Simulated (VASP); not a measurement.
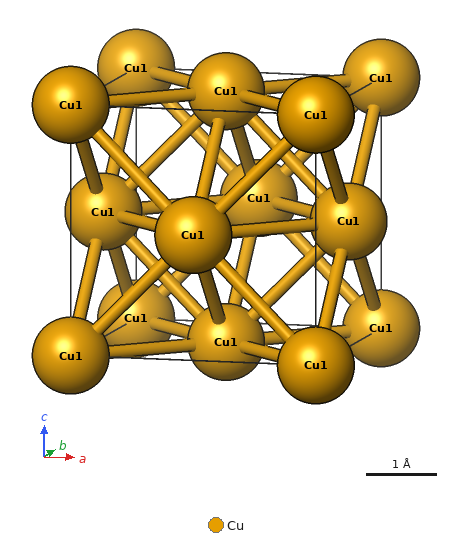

**Figure 1.** The input geometry (ball-and-stick view of the cell 4 times as large as that of the calculation, set on its symmetry axes, seen slightly off an axis; atoms are numbered from 1 in the order of the input). Near neighbours in the crystal (not all of them lie inside the picture): Cu has 12 Cu at 2.58 Å.

Geometry relaxation of Cu (part 1 of 2)

System: Cu (Fm-3m, 1 atom in the cell).
Method: Kohn-Sham DFT of a periodic cell, PBEsol, VASP PAW PBE potentials, recommended, no spin polarisation (VASP 6.6.1).

The structure derives from an entry of the Crystallography Open Database.

**INCAR**
```
SYSTEM = Cu
ALGO = Fast ; EDIFF = 1E-7
EDIFFG = -0.005 ; ENCUT = 600
GGA = PS ; IBRION = 2
ISIF = 3 ; ISMEAR = 0
LASPH = .TRUE. ; LCHARG = .FALSE.
LREAL = .FALSE. ; LWAVE = .FALSE.
NELM = 100 ; NSW = 90
PREC = Accurate ; SIGMA = 0.1
```

**KPOINTS**
```
k-points
0
G
  20 20 20
  0 0 0
```

**POSCAR**
```
Cu
1.0
    0.0000000000      1.8250000000      1.8250000000
    1.8250000000      0.0000000000      1.8250000000
    1.8250000000      1.8250000000      0.0000000000
Cu
1
Direct
    0.0000000000      0.0000000000      0.0000000000
```

Machine: 1 thread of Intel Xeon (Sapphire Rapids), 360 GiB of memory available, shared host.

Launch command:
```bash
cat potpaw_PBE.64/Cu/POTCAR > POTCAR
mpirun -np 1 vasp_std > vasp.out
```

**OSZICAR**
```
N       E                     dE             d eps       ncg     rms          rms(c)
DAV:   1     0.377064432429E+02    0.37706E+02   -0.61692E+03  4712   0.226E+03
DAV:   2    -0.488223969858E+01   -0.42589E+02   -0.40449E+02  4616   0.203E+02
DAV:   3    -0.535044067950E+01   -0.46820E+00   -0.46656E+00  5434   0.313E+01
DAV:   4    -0.535375311339E+01   -0.33124E-02   -0.33121E-02  5634   0.238E+00
DAV:   5    -0.535378796270E+01   -0.34849E-04   -0.34850E-04  5491   0.193E-01    0.833E+00
RMM:   6    -0.472892376932E+01    0.62486E+00   -0.68143E+00  4627   0.661E+01    0.505E+00
RMM:   7    -0.429362826120E+01    0.43530E+00   -0.13069E+00  4623   0.306E+01    0.100E+00
RMM:   8    -0.428715521202E+01    0.64730E-02   -0.36591E-02  4614   0.259E+00    0.277E-01
RMM:   9    -0.428560106034E+01    0.15542E-02   -0.71425E-03  4693   0.223E+00    0.210E-02
RMM:  10    -0.428569947370E+01   -0.98413E-04   -0.11409E-03  4824   0.567E-01    0.186E-02
RMM:  11    -0.428571191153E+01   -0.12438E-04   -0.13762E-04  4897   0.242E-01    0.292E-02
RMM:  12    -0.428570461374E+01    0.72978E-05   -0.50828E-05  4767   0.136E-01    0.202E-03
RMM:  13    -0.428570691367E+01   -0.22999E-05   -0.18134E-05  4862   0.566E-02    0.309E-03
RMM:  14    -0.428570710249E+01   -0.18882E-06   -0.13450E-06  4297   0.207E-02    0.411E-03
RMM:  15    -0.428570672732E+01    0.37518E-06   -0.70229E-07  4311   0.170E-02    0.715E-04
RMM:  16    -0.428570666496E+01    0.62353E-07   -0.17396E-07  3368   0.510E-03
   1 F= -.42857067E+01 E0= -.42850190E+01  d E =-.428571E+01
       N       E                     dE             d eps       ncg     rms          rms(c)
DAV:   1    -0.699255656512E+01   -0.27068E+01   -0.47661E+01  4843   0.164E+02    0.140E+01
RMM:   2    -0.521572730235E+01    0.17768E+01   -0.14242E+01  4626   0.983E+01    0.639E+00
RMM:   3    -0.434817281465E+01    0.86755E+00   -0.28418E+00  4623   0.441E+01    0.223E+00
RMM:   4    -0.431283022180E+01    0.35343E-01   -0.86258E-02  4709   0.437E+00    0.791E-01
RMM:   5    -0.430307874685E+01    0.97515E-02   -0.22541E-02  4648   0.398E+00    0.197E-01
RMM:   6    -0.430246042878E+01    0.61832E-03   -0.38739E-03  4713   0.148E+00    0.991E-02
RMM:   7    -0.430247427048E+01   -0.13842E-04   -0.16378E-03  5041   0.643E-01    0.219E-02
RMM:   8    -0.430250932693E+01   -0.35056E-04   -0.40813E-04  5458   0.284E-01    0.534E-03
RMM:   9    -0.430251367602E+01   -0.43491E-05   -0.37713E-05  5304   0.758E-02    0.884E-03
RMM:  10    -0.430251372451E+01   -0.48494E-07   -0.84500E-06  4592   0.572E-02    0.212E-03
RMM:  11    -0.430251373492E+01   -0.10410E-07   -0.26584E-06  4294   0.175E-02    0.196E-03
RMM:  12    -0.430251382541E+01   -0.90484E-07   -0.32373E-07  3506   0.850E-03
   2 F= -.43025138E+01 E0= -.43018759E+01  d E =-.168072E-01
       N       E                     dE             d eps       ncg     rms          rms(c)
DAV:   1    -0.461158578140E+01   -0.30907E+00   -0.62042E+00  4699   0.680E+01    0.442E+00
RMM:   2    -0.438026159040E+01    0.23132E+00   -0.12049E+00  4650   0.264E+01    0.176E+00
RMM:   3    -0.432051553684E+01    0.59746E-01   -0.14669E-01  4646   0.106E+01    0.858E-01
RMM:   4    -0.431178573992E+01    0.87298E-02   -0.15666E-02  4700   0.191E+00    0.311E-01
RMM:   5    -0.431038372445E+01    0.14020E-02   -0.54652E-03  4646   0.203E+00    0.436E-02
RMM:   6    -0.431059147709E+01   -0.20775E-03   -0.13655E-03  4696   0.450E-01    0.944E-02
RMM:   7    -0.431046714747E+01    0.12433E-03   -0.61926E-04  4653   0.653E-01    0.232E-02
RMM:   8    -0.431046949052E+01   -0.23431E-05   -0.68909E-05  5265   0.131E-01    0.761E-03
RMM:   9    -0.431047000924E+01   -0.51871E-06   -0.11881E-05  5170   0.516E-02    0.297E-03
RMM:  10    -0.431047012702E+01   -0.11779E-06   -0.13719E-06  4209   0.144E-02    0.282E-03
RMM:  11    -0.431047003963E+01    0.87397E-07   -0.44162E-07  3842   0.151E-02
   3 F= -.43104700E+01 E0= -.43098240E+01  d E =-.247634E-01
       N       E                     dE             d eps       ncg     rms          rms(c)
DAV:   1    -0.431090076989E+01   -0.43064E-03   -0.85598E-03  4791   0.245E+00    0.173E-01
RMM:   2    -0.431058273633E+01    0.31803E-03   -0.19106E-03  4646   0.107E+00    0.757E-02
RMM:   3    -0.431047142138E+01    0.11131E-03   -0.27922E-04  4641   0.457E-01    0.317E-02
RMM:   4    -0.431046033090E+01    0.11090E-04   -0.18902E-05  4632   0.608E-02    0.119E-02
RMM:   5    -0.431045844753E+01    0.18834E-05   -0.75388E-06  4643   0.760E-02    0.173E-03
RMM:   6    -0.431045873442E+01   -0.28689E-06   -0.15378E-06  4516   0.155E-02    0.281E-03
RMM:   7    -0.431045866525E+01    0.69173E-07   -0.42849E-07  3966   0.168E-02
   4 F= -.43104587E+01 E0= -.43098122E+01  d E =-.247520E-01
       N       E                     dE             d eps       ncg     rms          rms(c)
DAV:   1    -0.431045961338E+01   -0.87896E-06   -0.71347E-06  5124   0.695E-02    0.496E-03
RMM:   2    -0.431045938837E+01    0.22501E-06   -0.15954E-06  4532   0.309E-02    0.220E-03
RMM:   3    -0.431045928253E+01    0.10584E-06   -0.23428E-07  3206   0.133E-02    0.902E-04
RMM:   4    -0.431045928447E+01   -0.19381E-08   -0.17651E-08  2640   0.202E-03
   5 F= -.43104593E+01 E0= -.43098129E+01  d E =-.619226E-06
       N       E                     dE             d eps       ncg     rms          rms(c)
DAV:   1    -0.431046224044E+01   -0.29579E-05   -0.35079E-05  5062   0.157E-01    0.108E-02
RMM:   2    -0.431046109304E+01    0.11474E-05   -0.75050E-06  4621   0.672E-02    0.475E-03
RMM:   3    -0.431046062581E+01    0.46723E-06   -0.10939E-06  4340   0.286E-02    0.196E-03
RMM:   4    -0.431046060538E+01    0.20436E-07   -0.74262E-08  2786   0.376E-03
   6 F= -.43104606E+01 E0= -.43098142E+01  d E =-.194013E-05
```

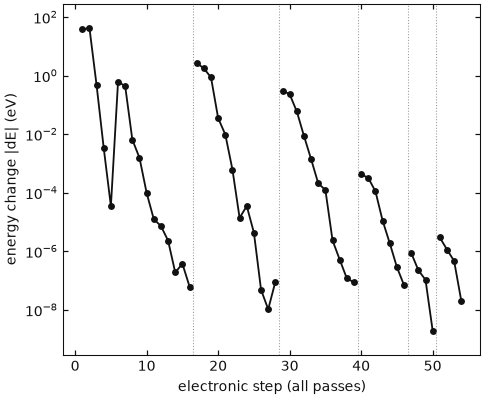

**Figure 2.** Convergence of the self-consistent field: energy change |dE| against the electronic step. Each stretch between dotted lines is the SCF of one geometry step of a relaxation. The 6 ionic steps take 4 to 16 electronic steps each. The density is held fixed in the first few steps, and dE rises again when its update begins.

**Parts of OUTCAR**
```
SYSTEM = Cu
   EDIFF = 1E-7
   EDIFFG = -0.005
   ENCUT = 600
   GGA = PS
   IBRION = 2
   ISIF = 3
   ISMEAR = 0
   LASPH = .TRUE.
   LREAL = .FALSE.
   NELM = 100
   NSW = 90
   PREC = Accurate

 ion  position               nearest neighbor table
   1  0.000  0.000  0.000-

  LATTYP: Found a face centered cubic cell.
 ALAT       =     3.6500000000

  Lattice vectors:

 A1 = (   0.0000000000,   1.8250000000,   1.8250000000)
 A2 = (   1.8250000000,   0.0000000000,   1.8250000000)
 A3 = (   1.8250000000,   1.8250000000,   0.0000000000)

Analysis of symmetry for initial positions (statically):
=====================================================================
 Subroutine PRICEL returns:
 Original cell was already a primitive cell.

 Routine SETGRP: Setting up the symmetry group for a
 face centered cubic supercell.

 Subroutine GETGRP returns: Found 48 space group operations
 (whereof 48 operations were pure point group operations)
 out of a pool of 48 trial point group operations.

The static configuration has the point symmetry O_h .

Analysis of symmetry for dynamics (positions and initial velocities):
=====================================================================
 Subroutine PRICEL returns:
 Original cell was already a primitive cell.

 Routine SETGRP: Setting up the symmetry group for a
 face centered cubic supercell.

 Subroutine GETGRP returns: Found 48 space group operations
 (whereof 48 operations were pure point group operations)
 out of a pool of 48 trial point group operations.

The dynamic configuration has the point symmetry O_h .

 Subroutine INISYM returns: Found 48 space group operations
 (whereof 48 operations are pure point group operations),
 and found     1 'primitive' translations

----------------------------------------------------------------------------------------

                                     Primitive cell

  volume of cell :      12.1568

  direct lattice vectors                    reciprocal lattice vectors
     0.000000000  1.825000000  1.825000000    -0.273972603  0.273972603  0.273972603
     1.825000000  0.000000000  1.825000000     0.273972603 -0.273972603  0.273972603
     1.825000000  1.825000000  0.000000000     0.273972603  0.273972603 -0.273972603

  length of vectors
     2.580939751  2.580939751  2.580939751     0.474534468  0.474534468  0.474534468

  position of ions in fractional coordinates (direct lattice)
     0.000000000  0.000000000  0.000000000

  ion indices of the primitive-cell ions
   primitive index   ion index
                 1           1

----------------------------------------------------------------------------------------

 KPOINTS: k-points

Automatic generation of k-mesh.
 Grid dimensions read from file:
 generate k-points for:   20   20   20

 Generating k-lattice:

  Cartesian coordinates                     Fractional coordinates (reciprocal lattice)
    -0.013698630  0.013698630  0.013698630     0.050000000  0.000000000  0.000000000
     0.013698630 -0.013698630  0.013698630     0.000000000  0.050000000  0.000000000
     0.013698630  0.013698630 -0.013698630     0.000000000  0.000000000  0.050000000

  Length of vectors
     0.023726723  0.023726723  0.023726723

  Shift w.r.t. Gamma in fractional coordinates (k-lattice)
     0.000000000  0.000000000  0.000000000

 Subroutine IBZKPT returns following result:
 ===========================================

 Found    256 irreducible k-points:

 Following reciprocal coordinates:
            Coordinates               Weight
  0.000000  0.000000  0.000000      1.000000
  0.050000  0.000000  0.000000      8.000000
  0.100000  0.000000  0.000000      8.000000
  0.150000  0.000000  0.000000      8.000000
  0.200000  0.000000  0.000000      8.000000
  0.250000  0.000000  0.000000      8.000000
  0.300000  0.000000  0.000000      8.000000
  0.350000  0.000000  0.000000      8.000000
  0.400000  0.000000  0.000000      8.000000
  0.450000  0.000000  0.000000      8.000000
  0.500000  0.000000  0.000000      4.000000
  0.050000  0.050000  0.000000      6.000000
  0.100000  0.050000  0.000000     24.000000
  0.150000  0.050000  0.000000     24.000000
  0.200000  0.050000  0.000000     24.000000
  0.250000  0.050000  0.000000     24.000000
  0.300000  0.050000  0.000000     24.000000
  0.350000  0.050000  0.000000     24.000000
  0.400000  0.050000  0.000000     24.000000
  0.450000  0.050000  0.000000     24.000000
  0.500000  0.050000  0.000000     24.000000
 -0.450000  0.050000  0.000000     24.000000
 -0.400000  0.050000  0.000000     24.000000
 -0.350000  0.050000  0.000000     24.000000
 [... further k-points ...]
   k-points           NKPTS =    256   k-points in BZ     NKDIM =    256   number of bands    NBANDS=      9
   number of dos      NEDOS =    301   number of ions     NIONS =      1
   total plane-waves  NPLWV =  13824
   dimension x,y,z NGX =    24 NGY =   24 NGZ =   24
   dimension x,y,z NGXF=    48 NGYF=   48 NGZF=   48
   ions per type =               1
   NGX,Y,Z   is equivalent  to a cutoff of  15.46, 15.46, 15.46 a.u.
   NGXF,Y,Z  is equivalent  to a cutoff of  30.92, 30.92, 30.92 a.u.
 SYSTEM =  Cu
   PREC   = accura    normal or accurate (medium, high low for compatibility)
   ISTART =      0    job   : 0-new  1-cont  2-samecut
   ICHARG =      2    charge: 1-file 2-atom 10-const
   ISPIN  =      1    spin polarized calculation?
   LNONCOLLINEAR =      F non collinear calculations
   LSORBIT =      F    spin-orbit coupling
   LASPH  =      T    aspherical Exc in radial PAW
   ENCUT  =  600.0 eV  44.10 Ry    6.64 a.u.   5.15  5.15  5.15*2*pi/ulx,y,z
   NELM   =    100;   NELMIN=  2; NELMDL= -5     # of ELM steps
   EDIFF  = 0.1E-06   stopping-criterion for ELM
   LREAL  =      F    real-space projection
   EDIFFG = -.5E-02   stopping-criterion for IOM
   NSW    =     90    number of steps for IOM
   IBRION =      2    ionic relax: 0-MD 1-quasi-New 2-CG
   NFREE  =      1    steps in history (QN), initial steepest desc. (CG)
   ISIF   =      3    stress and relaxation
   ISYM   =      2    0-nonsym 1-usesym 2-fastsym
   POTIM  = 0.5000    time-step for ionic-motion
   TEBEG  =    0.0;   TEEND  =   0.0 temperature during run
   PSTRESS=    0.0 pullay stress
   NELECT =      11.0000    total number of electrons
   NUPDOWN=      -1.0000    fix difference up-down
   EMIN   =  10.00;   EMAX   =-10.00  energy-range for DOS
   EFERMI =   0.00;   METHOD = LEGACY
   ISMEAR =     0;   SIGMA  =   0.10  broadening in eV -4-tet -1-fermi 0-gaus
   EFERMI_NEDOS =   21; number of points for ismear=-14 and -15
   IALGO  =     68    algorithm
   IMIX   =      4    mixing-type and parameters
     AMIX     =   0.40;   BMIX     =  1.00
     AMIX_MAG =   1.60;   BMIX_MAG =  1.00
  volume/ion in A,a.u.               =      12.16        82.04
  Fermi-wavevector in a.u.,A,eV,Ry     =   1.583432  2.992253 34.113318  2.507258
  Thomas-Fermi vector in A             =   2.683204
   LORBIT       =      0    0 simple, 1 ext, 2 COOP (PROOUT), +10 PAW based schemes
   GGA     = PS    functional components
   LHFCALC =     F    Hartree Fock is set to
   AEXX    =    0.0000 exact exchange contribution
   IVDW    =     0    specifies the selected vdW correction
   LEPSILON=     F    determine dielectric tensor
   LRPA    =     F    only Hartree local field effects (RPA)
 conjugate gradient relaxation of ions
 non-spin polarized calculation
 RMM-DIIS sequential band-by-band and
 Gauss-broadening in eV      SIGMA  =   0.10
  energy-cutoff  :      600.00
  volume of cell :       12.16
 maximum number of plane-waves:       419
 NGX is ok and might be reduce to    24
   NGX = 11   NGY = 11   NGZ = 11

--------------------------------------- Ionic step        1  -------------------------------------------

 number of electron      11.0000000 magnetization

 Free energy of the ion-electron system (eV)
  ---------------------------------------------------
  ext. energy  EPLUGINS =         0.00000000
  ---------------------------------------------------
  free energy    TOTEN  =        -4.28570666 eV

  energy without entropy =       -4.28433139  energy(sigma->0) =       -4.28501903

------------------------ aborting loop because EDIFF is reached ----------------------------------------

  FORCE on cell =-STRESS in cart. coord.  units (eV):
  Direction    XX          YY          ZZ          XY          YZ          ZX
  --------------------------------------------------------------------------------------
  -------------------------------------------------------------------------------------
  Total       -0.7053654     -0.7053654     -0.7053654     -0.0000000     -0.0000000      0.0000000
  in kB      -92.9621505    -92.9621505    -92.9621505     -0.0000000     -0.0000000      0.0000000
  external PRESSURE =     -92.9621505 kB  Pullay stress =       0.0000000 kB

 VOLUME and BASIS-vectors are now :
```
